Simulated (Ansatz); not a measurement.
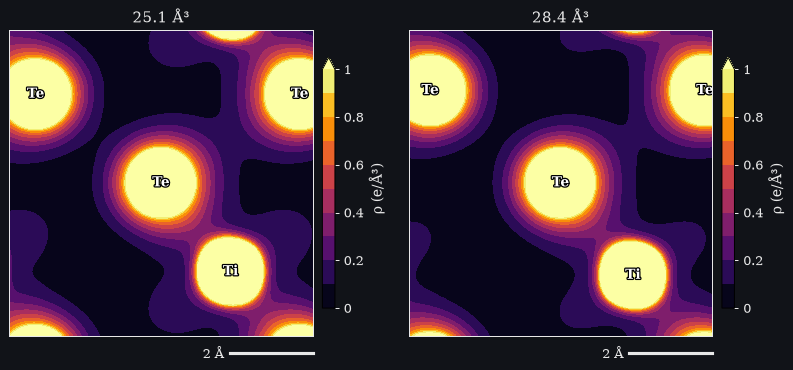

TiTe₂. The valence charge density (pseudo) of cells scaled evenly to different volumes (given per atom above each panel), on the (110) plane of each (indices in the axes of the cell below), at one length scale and on one colour scale.

These are results of Kohn-Sham DFT of a periodic cell, r2SCAN, Ansatz PAW (Ansatz 0.2.0), not measurements.

Core electrons are frozen (PAW), and the valence fields are smoothed inside the atomic spheres.

The largest cell:

```yaml
crystal:
  lattice:
    - [3.85108, 0.00000, 0.00000]
    - [-1.92554, 3.33513, 0.00000]
    - [0.00000, 0.00000, 6.62544]
  atoms:
    - { symbol: Te, position: [0.33333, 0.66667, 0.73720] }
    - { symbol: Te, position: [0.66667, 0.33333, 0.26280] }
    - { symbol: Ti, position: [0.00000, 0.00000, 0.00000] }
```

| volume (Å³/atom) | Ti–Te contact in the plane (Å) | ρ at its midpoint (e/Å³) | pressure (GPa) | 
| --- | --- | --- | --- |
| 25.15 | 2.713 | 0.395 | 5.8 | 
| 26.22 | 2.751 | ? | ? | 
| 28.37 | 2.824 | 0.343 | −2.7 | 

> What values belong in the row with question marks?

Over the known rows ln ρ falls by 1.27 per Å of Ti–Te distance (the line through the two), which gives 0.376 e/Å³ at 2.751 Å; the calculation gives 0.376 e/Å³. For the pressure, a straight line in volume between the neighbouring rows gives 3.0 GPa; the calculation gives 2.4, lower because pressure rises ever faster on compression.
